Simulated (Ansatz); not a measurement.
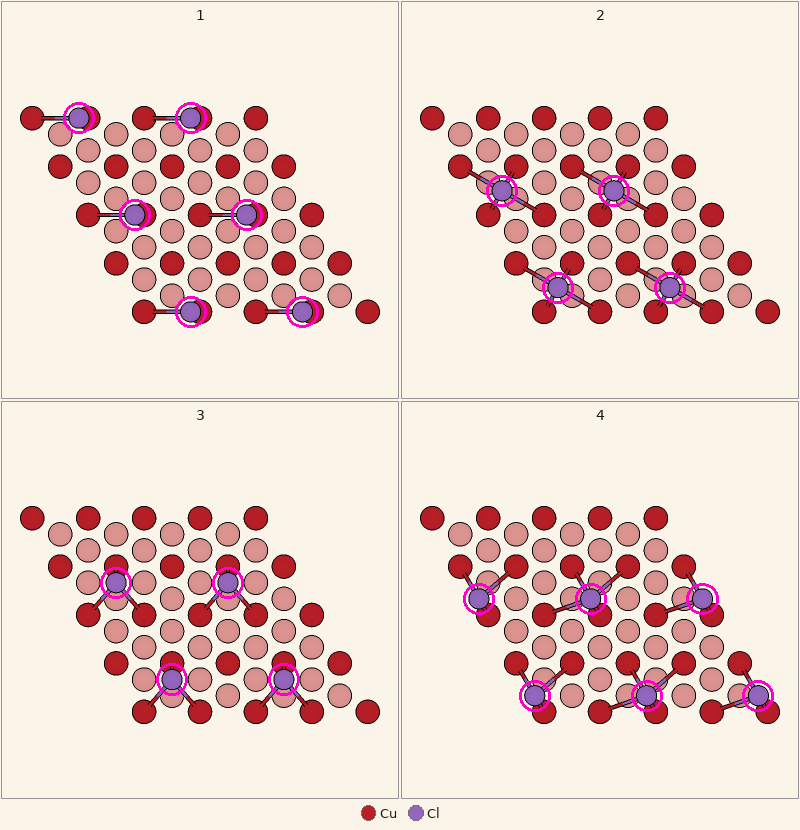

Cl on a Cu(111) slab cut from the Fm-3m phase, its upper half relaxed before the scan (12 atoms of substrate and one adsorbate in a 2 × 2 cell). 
- Cl is moved over the surface cell; relaxed at each place: the height of the adsorbate's atoms; substrate rigid; the origin of the map has the adsorbate above Cu9.
- Places are given modulo a cell vector. The map is drawn in real space over the plane of the surface.
- The grid has 6 × 6 points; 10 points were computed and 26 follow by symmetry.
- Places are given in fractions of the 1 × 1 surface cell.
- Energies: meV, counted from the lowest grid point.
- All numbers below come from DFT PBE, scalar-relativistic, plane waves, PAW (Ansatz 0.2.0). Settings: cutoff 420 eV, k-mesh 6×6×1, gaussian smearing 0.1 eV, no spin polarisation.

The numbered pictures are structures from this grid. Rings mark the moved atoms.

> Which is the most stable, and how do the others follow?

2, at a bridge site between two Cu atoms, (3/6, 3/6) of the cell vectors: 68 meV; 4, at (0/6, 2/6) of the cell vectors [nearest 1 Cu at 2.20 Å]: 197 meV; 3, at (5/6, 4/6) of the cell vectors [nearest 1 Cu at 2.19 Å]: 247 meV; 1, at (5/6, 0/6) of the cell vectors [nearest 1 Cu at 2.18 Å]: 354 meV.

The map, with the structures marked:

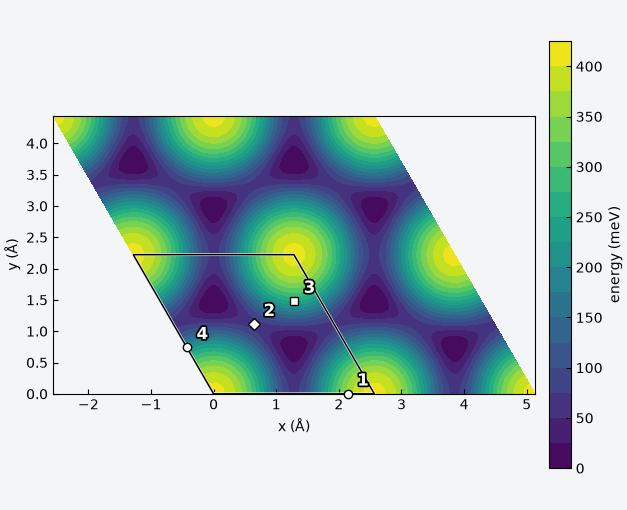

Drawn: filled contours, the outline of one cell of the 2 × 2 shown. Between grid points the surface is interpolated.

PAW datasets: the set soft_1.
